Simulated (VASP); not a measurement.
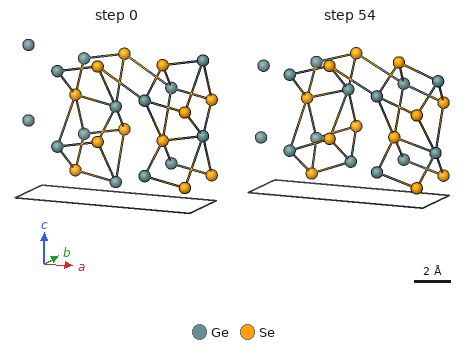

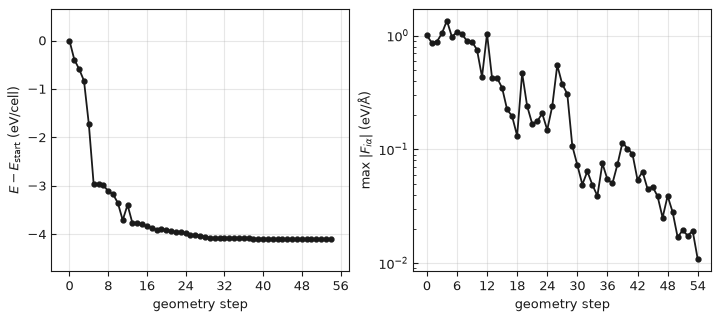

First and last geometry of a relaxation of a slab of composition GeSe, with the history of the run. A ball-and-stick model of the cell of the calculation, outlined in the plane, without the vacuum (origin shifted), seen slightly off an axis.

The run lets the atoms move in a fixed cell.

Theory: Kohn-Sham DFT of a periodic cell, PBEsol, VASP PAW PBE potentials, recommended (VASP).

Input
```
SYSTEM = GeSe
ALGO = Normal ; DIPOL = 0.5 0.5 0.500
EDIFF = 1E-6 ; EDIFFG = -0.015
ENCUT = 520 ; GGA = PS
IBRION = 2 ; IDIPOL = 3
ISIF = 2 ; ISMEAR = 0
KPAR = 4 ; LASPH = .TRUE.
LCHARG = .FALSE. ; LDIPOL = .TRUE.
LREAL = .FALSE. ; LWAVE = .FALSE.
NELM = 80 ; NSW = 100
PREC = Accurate ; SIGMA = 0.05
```

Launched with:
```bash
cat potpaw_PBE.64/Ge_d/POTCAR potpaw_PBE.64/Se/POTCAR > POTCAR
mpirun -np 8 vasp_std > vasp.out
```

Read the history and describe the run.

It converged. The largest moves relative to the layer's centre, 1.20 Å, are those of Ge atoms. Largest moves by element: Ge 1.20 Å, Se 0.27 Å. The lattice vectors keep their values. Some distances before and after: Ge–Se 3.294 → 2.572 Å, Ge–Se 2.582 → 3.180 Å, Ge–Se 2.538 → 2.643 Å, Ge–Se 3.384 → 3.304 Å. Bond angles that change, for instance: Ge–Se–Ge 103.6° → 85.2°, Ge–Se–Ge 103.6° → 88.6°, Se–Ge–Se 90.8° → 95.4°. Over 54 geometry steps the energy falls by 4.103 eV per cell of the calculation. Largest force component: 1 eV/Å at the start, 0.011 eV/Å at the end.
